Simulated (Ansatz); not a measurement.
WS2

```cif
data_structure
_symmetry_space_group_name_H-M 'P 1'
_symmetry_Int_Tables_number 1
_cell_length_a 3.1320
_cell_length_b 16.9506
_cell_length_c 3.1841
_cell_angle_alpha 90.000
_cell_angle_beta 118.380
_cell_angle_gamma 90.000
_cell_volume 148.72
loop_
_atom_site_label
_atom_site_type_symbol
_atom_site_fract_x
_atom_site_fract_y
_atom_site_fract_z
_atom_site_occupancy
W1 W 0.33333 0.00000 0.66667 1
S1 S 0.66667 0.90800 0.33333 1
S2 S 0.66667 0.09200 0.33333 1
```

Space group Pm; a structure from a database of computed crystals, not necessarily the ambient phase; changed on purpose from its base cell (strain +0.0375 x Voigt [0, 0, 0, 0, 0, 1], atoms carried along).

Theory: Ansatz 0.2.0, DFT PBEsol, scalar-relativistic, plane waves, PAW.

In a PAW calculation such maps are meaningful between the atoms, not at the nuclei.

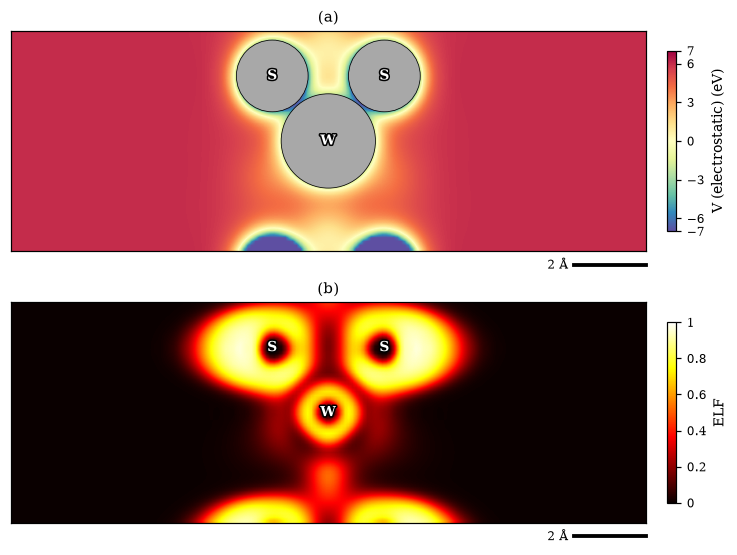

Figure 1. (a) electrostatic potential energy of an electron; (b) electron localisation function on the (101) plane of the conventional cell. Grey discs cover the atomic cores in the potential map.

Q: What do the fields say about this system?

A: The section cuts through W and S sites.
W–S (2.39 Å): the ELF peaks at about 0.85 in the valence shell of S, 0.8 Å from its nucleus, and is about 0.50 at the midpoint.
The features right at W lie inside the PAW spheres, where the map follows smoothed inner orbitals and isn't to be read closely.
Outside the cores the potential energy rises away from the atoms and is highest about 2.7 Å from the nearest atoms; its zero is arbitrary.

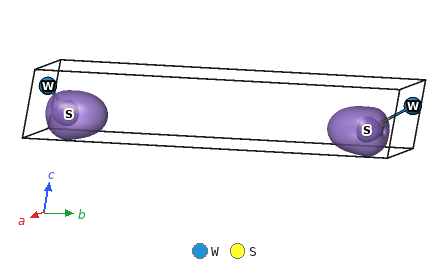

Figure 2. Isosurface of the ELF at 0.7 (purple), seen slightly off an axis. Core shells and regions of very low density are left out. Sticks mark near contacts.

Q: Identify the bonds, lone pairs and shells in this picture.

A: The ELF exceeds this value in two regions wrapped around S (the valence shell of each), counted in one cell of 3 atoms. Any copies at cell faces, edges or corners count once.


 W–S (2.43 Å): the ELF peaks at about 0.85 in the valence shell of S, 0.8 Å from its nucleus, and is about 0.50 at the midpoint.

Q: Does the calculation give a band gap?

A: It is gapped, with a Kohn–Sham gap of 1.8 eV on the k-point mesh (the band edges may lie off the mesh, which would make the gap smaller).
